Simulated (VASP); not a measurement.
## Run report: BaTiO3, geometry relaxation (part 3 of 3)

BaTiO3 (P4mm, 5 atoms in the cell); Kohn-Sham DFT of a periodic cell, AM05, VASP PAW PBE potentials, recommended, no spin polarisation (VASP 6.6.1); cutoff 600 eV, 8×8×8 k-mesh, Gaussian smearing of 0.03 eV. The structure derives from an entry of the Crystallography Open Database.

Geometry of the input (Å; fractional positions):
```
3.9998  0.0000  0.0000
0.0000  3.9998  0.0000
0.0000  0.0000  4.0180
Ba 0.0000  0.0000  0.0000
Ti 0.5000  0.5000  0.4900
O  0.5000  0.5000  0.0190
O  0.5000  0.0000  0.5170
O  0.0000  0.5000  0.5170
```

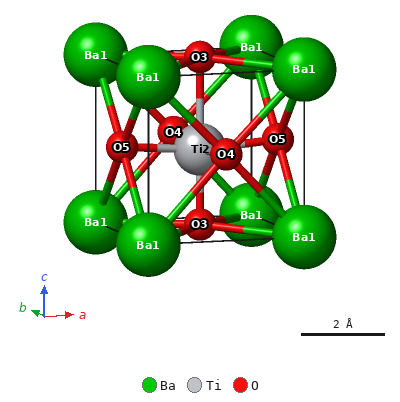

Fig. 1: The geometry at step 8 of the log (ball-and-stick view of the cell of the calculation, seen slightly off an axis; atoms are numbered from 1 in the order of the input).

**Parts of OUTCAR, continued**
```
 -----------------------------------------------------------------------------------
    total drift:                                0.000000     -0.000000     -0.000963

  FREE ENERGIE OF THE ION-ELECTRON SYSTEM (eV)
  ---------------------------------------------------
  free  energy   TOTEN  =       -40.8039838354 eV

  energy  without entropy=      -40.8039838354  energy(sigma->0) =      -40.80398384

--------------------------------------- Ionic step       15  -------------------------------------------

 number of electron      39.9999991 magnetization

------------------------ aborting loop because EDIFF is reached ----------------------------------------

  FORCE on cell =-STRESS in cart. coord.  units (eV):
  Direction    XX          YY          ZZ          XY          YZ          ZX
  --------------------------------------------------------------------------------------
  -------------------------------------------------------------------------------------
  Total       -0.0690096     -0.0690096     -0.0050606      0.0000000      0.0000000      0.0000000
  in kB       -1.7107677     -1.7107677     -0.1254526      0.0000000      0.0000000      0.0000000
  external PRESSURE =      -1.1823293 kB  Pullay stress =       0.0000000 kB

 VOLUME and BASIS-vectors are now :
 -----------------------------------------------------------------------------
  energy-cutoff  :      600.00
  volume of cell :       64.63
      direct lattice vectors                 reciprocal lattice vectors
     3.968398380  0.000000000  0.000000000     0.251990830  0.000000000  0.000000000
     0.000000000  3.968398380  0.000000000     0.000000000  0.251990830  0.000000000
     0.000000000 -0.000000000  4.103913714     0.000000000 -0.000000000  0.243669840

 POSITION                                       TOTAL-FORCE (eV/Angst)
 -----------------------------------------------------------------------------------
      0.00000     -0.00000      4.08691        -0.000000     -0.000000      0.005164
      1.98420      1.98420      1.96132         0.000000     -0.000000      0.001325
      1.98420      1.98420      0.13820        -0.000000      0.000000     -0.000619
      1.98420     -0.00000      2.12491        -0.000000      0.000000     -0.002935
      0.00000      1.98420      2.12491        -0.000000      0.000000     -0.002935
 -----------------------------------------------------------------------------------
    total drift:                                0.000000     -0.000000     -0.000412

  FREE ENERGIE OF THE ION-ELECTRON SYSTEM (eV)
  ---------------------------------------------------
  free  energy   TOTEN  =       -40.8039836129 eV

  energy  without entropy=      -40.8039836129  energy(sigma->0) =      -40.80398361

--------------------------------------- Ionic step       16  -------------------------------------------

 number of electron      39.9999990 magnetization

 Free energy of the ion-electron system (eV)
  ---------------------------------------------------
  ext. energy  EPLUGINS =         0.00000000
  ---------------------------------------------------
  free energy    TOTEN  =       -40.80401145 eV

  energy without entropy =      -40.80401145  energy(sigma->0) =      -40.80401145

 E-fermi :   4.1160     XC(G=0): -11.3552     alpha+bet :-14.4450

 val. band max:        3.8483130529   @ k =   0.5000   0.5000   0.5000
 cond. band min:       5.6166392007   @ k =   0.0000   0.0000   0.0000
 fundamental gap:      1.7683261478
 Fermi energy:         4.1160348889

 k-point     1 :       0.0000    0.0000    0.0000
  band No.  band energies     occupation
      1     -52.3468      2.00000
      2     -28.8490      2.00000
      3     -28.7431      2.00000
      4     -28.7431      2.00000
      5     -21.1632      2.00000
      6     -13.0453      2.00000
      7     -12.4137      2.00000
      8     -12.2987      2.00000
      9      -6.3586      2.00000
     10      -6.2986      2.00000
     11      -6.2986      2.00000
     12       1.3422      2.00000
     13       1.4269      2.00000
     14       1.4269      2.00000
     15       2.2638      2.00000
     16       2.2638      2.00000
     17       2.5494      2.00000
     18       3.1612      2.00000
     19       3.3576      2.00000
     20       3.3576      2.00000
     21       5.6166      0.00000
     22       6.1202      0.00000
     23       6.1202      0.00000
     24       7.9911      0.00000

 k-point     2 :       0.1250    0.0000    0.0000
  band No.  band energies     occupation
      1     -52.3467      2.00000
      2     -28.8486      2.00000
      3     -28.7520      2.00000
      4     -28.7428      2.00000
      5     -21.1452      2.00000
      6     -13.0540      2.00000
      7     -12.4040      2.00000
      8     -12.2882      2.00000
      9      -6.3353      2.00000
     10      -6.2723      2.00000
     11      -6.2428      2.00000
     12       1.1489      2.00000
     13       1.3135      2.00000
     14       1.3928      2.00000
     15       2.0251      2.00000
     16       2.1398      2.00000
     17       2.4796      2.00000
     18       2.9348      2.00000
     19       3.1739      2.00000
     20       3.2801      2.00000
     21       5.9292      0.00000
     22       6.1458      0.00000
     23       6.1901      0.00000
     24       8.0972      0.00000

 k-point     3 :       0.2500    0.0000    0.0000
  band No.  band energies     occupation
      1     -52.3462      2.00000
      2     -28.8477      2.00000
      3     -28.7733      2.00000
      4     -28.7420      2.00000
      5     -21.1011      2.00000
      6     -13.1233      2.00000
      7     -12.3721      2.00000
      8     -12.2132      2.00000
      9      -6.2761      2.00000
     10      -6.2069      2.00000
     11      -6.1113      2.00000
     12       0.5358      2.00000
     13       1.1788      2.00000
     14       1.2456      2.00000
     15       1.6573      2.00000
     16       1.9382      2.00000
     17       2.2175      2.00000
     18       2.5002      2.00000
     19       2.8462      2.00000
     20       3.0046      2.00000
     21       6.1543      0.00000
     22       6.6088      0.00000
     23       6.6336      0.00000
     24       8.0947      0.00000

 k-point     4 :       0.3750    0.0000    0.0000
  band No.  band energies     occupation
      1     -52.3458      2.00000
      2     -28.8468      2.00000
      3     -28.7944      2.00000
      4     -28.7411      2.00000
      5     -21.0562      2.00000
      6     -13.2344      2.00000
      7     -12.3479      2.00000
      8     -12.0742      2.00000
      9      -6.2139      2.00000
     10      -6.1388      2.00000
     11      -5.9827      2.00000
     12      -0.0443      2.00000
     13       0.9964      2.00000
     14       1.0154      2.00000
     15       1.3754      2.00000
     16       1.8674      2.00000
     17       1.9275      2.00000
     18       2.1814      2.00000
     19       2.5795      2.00000
     20       2.7730      2.00000
     21       6.2056      0.00000
     22       7.1628      0.00000
     23       7.1976      0.00000
     24       8.0700      0.00000

 k-point     5 :       0.5000    0.0000    0.0000
  band No.  band energies     occupation
      1     -52.3456      2.00000
      2     -28.8464      2.00000
      3     -28.8031      2.00000
      4     -28.7408      2.00000
      5     -21.0373      2.00000
      6     -13.2866      2.00000
      7     -12.3397      2.00000
      8     -12.0039      2.00000
      9      -6.1871      2.00000
     10      -6.1097      2.00000
     11      -5.9301      2.00000
     12      -0.2774      2.00000
     13       0.9077      2.00000
     14       0.9173      2.00000
     15       1.2542      2.00000
     16       1.8015      2.00000
     17       1.8660      2.00000
     18       2.0948      2.00000
     19       2.4734      2.00000
     20       2.6875      2.00000
     21       6.2276      0.00000
     22       7.3789      0.00000
     23       7.4641      0.00000
     24       8.0414      0.00000

 [... the levels of 18 k-points are left out ...]

 k-point    24 :       0.5000    0.1250    0.1250
  band No.  band energies     occupation
      1     -52.3453      2.00000
      2     -28.8518      2.00000
      3     -28.8021      2.00000
      4     -28.7492      2.00000
      5     -21.0173      2.00000
      6     -13.1463      2.00000
      7     -12.3150      2.00000
      8     -12.0596      2.00000
      9      -6.2950      2.00000
     10      -6.0864      2.00000
     11      -6.0597      2.00000
     12      -0.3298      2.00000
     13       0.7005      2.00000
     14       0.8123      2.00000
     15       0.9650      2.00000
     16       1.2810      2.00000
     17       1.9638      2.00000
     18       2.4489      2.00000
     19       2.6594      2.00000
     20       2.6682      2.00000
     21       6.4676      0.00000
     22       7.4193      0.00000
     23       7.4840      0.00000
     24       8.5866      0.00000

 [... further k-points ...]

------------------------ aborting loop because EDIFF is reached ----------------------------------------

  FORCE on cell =-STRESS in cart. coord.  units (eV):
  Direction    XX          YY          ZZ          XY          YZ          ZX
  --------------------------------------------------------------------------------------
  -------------------------------------------------------------------------------------
  Total        0.0311827      0.0311827      0.0439642      0.0000000      0.0000000      0.0000000
  in kB        0.7740104      0.7740104      1.0912718      0.0000000      0.0000000      0.0000000
  external PRESSURE =       0.8797642 kB  Pullay stress =       0.0000000 kB

 VOLUME and BASIS-vectors are now :
 -----------------------------------------------------------------------------
  energy-cutoff  :      600.00
  volume of cell :       64.55
      direct lattice vectors                 reciprocal lattice vectors
     3.965774374  0.000000000  0.000000000     0.252157563  0.000000000  0.000000000
     0.000000000  3.965774374  0.000000000     0.000000000  0.252157563  0.000000000
     0.000000000 -0.000000000  4.104127830     0.000000000 -0.000000000  0.243657128

 POSITION                                       TOTAL-FORCE (eV/Angst)
 -----------------------------------------------------------------------------------
      3.96577     -0.00000      4.08710         0.000000     -0.000000      0.006054
      1.98289      1.98289      1.96158         0.000000     -0.000000      0.000072
      1.98289      1.98289      0.13827         0.000000      0.000000     -0.004823
      1.98289     -0.00000      2.12493         0.000000      0.000000     -0.000651
      3.96577      1.98289      2.12493        -0.000000      0.000000     -0.000651
 -----------------------------------------------------------------------------------
    total drift:                                0.000000     -0.000000     -0.001067

  FREE ENERGIE OF THE ION-ELECTRON SYSTEM (eV)
  ---------------------------------------------------
  free  energy   TOTEN  =       -40.8040114518 eV

  energy  without entropy=      -40.8040114518  energy(sigma->0) =      -40.80401145

 reached required accuracy - stopping structural energy minimisation
```

**CONTCAR**
```
BaTiO3
   1.00000000000000
     3.9657743742055906    0.0000000000000000    0.0000000000000000
     0.0000000000000000    3.9657743742055906    0.0000000000000000
     0.0000000000000000   -0.0000000000000000    4.1041278298093742
  Ba              Ti              O
     1     1     3
Direct
     1.0000000000000000    0.0000000000000000    0.9958508433325418
     0.5000000000000000    0.5000000000000000    0.4779521302608947
     0.5000000000000000    0.5000000000000000    0.0336893239784701
     0.5000000000000000    0.0000000000000000    0.5177538512140500
     1.0000000000000000    0.5000000000000000    0.5177538512140500

  0.00000000E+00  0.00000000E+00  0.00000000E+00
  0.00000000E+00  0.00000000E+00  0.00000000E+00
  0.00000000E+00  0.00000000E+00  0.00000000E+00
  0.00000000E+00  0.00000000E+00  0.00000000E+00
  0.00000000E+00  0.00000000E+00  0.00000000E+00
```

**Trajectory as extended XYZ (Å, eV, eV/Å), 16 frames, from step=0 to step=15**
```
5
Lattice="3.9998 0.0000 0.0000 0.0000 3.9998 0.0000 0.0000 0.0000 4.0180" Properties=species:S:1:pos:R:3:forces:R:3 step=0 energy=-40.78360
Ba    0.0000    0.0000    0.0000    0.0000   0.0000   0.0555
Ti    1.9999    1.9999    1.9688    0.0000   0.0000  -0.1913
O     1.9999    1.9999    0.0763    0.0000   0.0000   0.3791
O     1.9999    0.0000    2.0773    0.0000   0.0000  -0.1217
O     0.0000    1.9999    2.0773    0.0000   0.0000  -0.1217
5
Lattice="3.9729 0.0000 0.0000 0.0000 3.9729 0.0000 0.0000 0.0000 4.0051" Properties=species:S:1:pos:R:3:forces:R:3 step=1 energy=-40.78987
Ba    3.9729    3.9729    0.0027    0.0000   0.0000   0.0278
Ti    1.9865    1.9865    1.9533    0.0000   0.0000  -0.0685
O     1.9865    1.9865    0.0943    0.0000   0.0000   0.0699
O     1.9865    3.9729    2.0648    0.0000   0.0000  -0.0146
O     3.9729    1.9865    2.0648    0.0000   0.0000  -0.0146
5
Lattice="3.9806 0.0000 0.0000 0.0000 3.9806 0.0000 0.0000 0.0000 4.0088" Properties=species:S:1:pos:R:3:forces:R:3 step=2 energy=-40.79115
Ba    0.0000    0.0000    0.0019    0.0000   0.0000   0.0365
Ti    1.9903    1.9903    1.9577    0.0000   0.0000  -0.1133
O     1.9903    1.9903    0.0892    0.0000   0.0000   0.1680
O     1.9903    0.0000    2.0684    0.0000   0.0000  -0.0456
O     0.0000    1.9903    2.0684    0.0000   0.0000  -0.0456
5
Lattice="3.9793 0.0000 0.0000 0.0000 3.9793 0.0000 0.0000 -0.0000 4.0281" Properties=species:S:1:pos:R:3:forces:R:3 step=3 energy=-40.79639
Ba    3.9793    0.0000    0.0045    0.0000   0.0000  -0.0072
Ti    1.9896    1.9896    1.9590    0.0000   0.0000  -0.1085
O     1.9896    1.9896    0.1033    0.0000   0.0000   0.0706
O     1.9896    0.0000    2.0743    0.0000   0.0000   0.0226
O     3.9793    1.9896    2.0743    0.0000   0.0000   0.0226
5
Lattice="3.9771 0.0000 0.0000 0.0000 3.9771 0.0000 0.0000 -0.0000 4.0601" Properties=species:S:1:pos:R:3:forces:R:3 step=4 energy=-40.79894
Ba    0.0000    0.0000    0.0087    0.0000   0.0000  -0.0761
Ti    1.9886    1.9886    1.9609    0.0000   0.0000  -0.0582
O     1.9886    1.9886    0.1268    0.0000   0.0000  -0.1197
O     1.9886    3.9771    2.0842    0.0000   0.0000   0.1270
O     0.0000    1.9886    2.0842    0.0000   0.0000   0.1270
5
Lattice="3.9775 0.0000 0.0000 0.0000 3.9775 0.0000 0.0000 -0.0000 4.0550" Properties=species:S:1:pos:R:3:forces:R:3 step=5 energy=-40.79902
Ba    0.0000    0.0000    0.0080    0.0000   0.0000  -0.0656
Ti    1.9887    1.9887    1.9606    0.0000   0.0000  -0.0701
O     1.9887    1.9887    0.1231    0.0000   0.0000  -0.0873
O     1.9887    0.0000    2.0826    0.0000   0.0000   0.1115
O     0.0000    1.9887    2.0826    0.0000   0.0000   0.1115
5
Lattice="3.9765 0.0000 0.0000 0.0000 3.9765 0.0000 0.0000 -0.0000 4.0776" Properties=species:S:1:pos:R:3:forces:R:3 step=6 energy=-40.80127
Ba    3.9765    0.0000    0.0052    0.0000   0.0000  -0.0753
Ti    1.9883    1.9883    1.9645    0.0000   0.0000  -0.1004
O     1.9883    1.9883    0.1235    0.0000   0.0000   0.0508
O     1.9883    3.9765    2.0993    0.0000   0.0000   0.0625
O     3.9765    1.9883    2.0993    0.0000   0.0000   0.0625
5
Lattice="3.9763 0.0000 0.0000 0.0000 3.9763 0.0000 0.0000 -0.0000 4.0834" Properties=species:S:1:pos:R:3:forces:R:3 step=7 energy=-40.80137
Ba    0.0000    0.0000    0.0044    0.0000   0.0000  -0.0781
Ti    1.9881    1.9881    1.9655    0.0000   0.0000  -0.1068
O     1.9881    1.9881    0.1236    0.0000   0.0000   0.0853
O     1.9881    0.0000    2.1035    0.0000   0.0000   0.0498
O     0.0000    1.9881    2.1035    0.0000   0.0000   0.0498
5
Lattice="3.9700 0.0000 0.0000 0.0000 3.9700 0.0000 0.0000 -0.0000 4.0893" Properties=species:S:1:pos:R:3:forces:R:3 step=8 energy=-40.80284
Ba    3.9700    0.0000    0.0005    0.0000   0.0000  -0.0778
Ti    1.9850    1.9850    1.9613    0.0000   0.0000  -0.0344
O     1.9850    1.9850    0.1263    0.0000   0.0000   0.0742
O     1.9850    3.9700    2.1109    0.0000   0.0000   0.0190
O     3.9700    1.9850    2.1109    0.0000   0.0000   0.0190
5
Lattice="3.9659 0.0000 0.0000 0.0000 3.9659 0.0000 0.0000 -0.0000 4.0932" Properties=species:S:1:pos:R:3:forces:R:3 step=9 energy=-40.80314
Ba    0.0000    0.0000    4.0911    0.0000   0.0000  -0.0777
Ti    1.9829    1.9829    1.9585    0.0000   0.0000   0.0184
O     1.9829    1.9829    0.1280    0.0000   0.0000   0.0632
O     1.9829    0.0000    2.1157    0.0000   0.0000  -0.0020
O     0.0000    1.9829    2.1157    0.0000   0.0000  -0.0020
5
Lattice="3.9669 0.0000 0.0000 0.0000 3.9669 0.0000 0.0000 -0.0000 4.0949" Properties=species:S:1:pos:R:3:forces:R:3 step=10 energy=-40.80355
Ba    3.9669    0.0000    4.0892    0.0000   0.0000  -0.0588
Ti    1.9835    1.9835    1.9582    0.0000   0.0000   0.0279
O     1.9835    1.9835    0.1308    0.0000   0.0000   0.0366
O     1.9835    0.0000    2.1176    0.0000   0.0000  -0.0029
O     0.0000    1.9835    2.1176    0.0000   0.0000  -0.0029
5
Lattice="3.9693 0.0000 0.0000 0.0000 3.9693 0.0000 0.0000 -0.0000 4.0988" Properties=species:S:1:pos:R:3:forces:R:3 step=11 energy=-40.80384
Ba    0.0000    0.0000    4.0851    0.0000   0.0000  -0.0174
Ti    1.9846    1.9846    1.9577    0.0000   0.0000   0.0530
O     1.9846    1.9846    0.1370    0.0000   0.0000  -0.0261
O     1.9846    0.0000    2.1217    0.0000   0.0000  -0.0048
O     0.0000    1.9846    2.1217    0.0000   0.0000  -0.0048
5
Lattice="3.9681 0.0000 0.0000 0.0000 3.9681 0.0000 0.0000 -0.0000 4.1055" Properties=species:S:1:pos:R:3:forces:R:3 step=12 energy=-40.80398
Ba    0.0000    0.0000    4.0875    0.0000   0.0000   0.0119
Ti    1.9841    1.9841    1.9625    0.0000   0.0000  -0.0135
O     1.9841    1.9841    0.1386    0.0000   0.0000   0.0068
O     1.9841    0.0000    2.1259    0.0000   0.0000  -0.0027
O     0.0000    1.9841    2.1259    0.0000   0.0000  -0.0027
5
Lattice="3.9683 0.0000 0.0000 0.0000 3.9683 0.0000 0.0000 -0.0000 4.1043" Properties=species:S:1:pos:R:3:forces:R:3 step=13 energy=-40.80398
Ba    0.0000    0.0000    4.0870    0.0000   0.0000   0.0067
Ti    1.9842    1.9842    1.9616    0.0000   0.0000  -0.0025
O     1.9842    1.9842    0.1383    0.0000   0.0000   0.0019
O     1.9842    0.0000    2.1252    0.0000   0.0000  -0.0031
O     0.0000    1.9842    2.1252    0.0000   0.0000  -0.0031
5
Lattice="3.9684 0.0000 0.0000 0.0000 3.9684 0.0000 0.0000 -0.0000 4.1039" Properties=species:S:1:pos:R:3:forces:R:3 step=14 energy=-40.80398
Ba    0.0000    0.0000    4.0869    0.0000   0.0000   0.0052
Ti    1.9842    1.9842    1.9613    0.0000   0.0000   0.0013
O     1.9842    1.9842    0.1382    0.0000   0.0000  -0.0006
O     1.9842    0.0000    2.1249    0.0000   0.0000  -0.0029
O     0.0000    1.9842    2.1249    0.0000   0.0000  -0.0029
5
Lattice="3.9658 0.0000 0.0000 0.0000 3.9658 0.0000 0.0000 -0.0000 4.1041" Properties=species:S:1:pos:R:3:forces:R:3 step=15 energy=-40.80401
Ba    3.9658    0.0000    4.0871    0.0000   0.0000   0.0061
Ti    1.9829    1.9829    1.9616    0.0000   0.0000   0.0001
O     1.9829    1.9829    0.1383    0.0000   0.0000  -0.0048
O     1.9829    0.0000    2.1249    0.0000   0.0000  -0.0007
O     3.9658    1.9829    2.1249    0.0000   0.0000  -0.0007
```
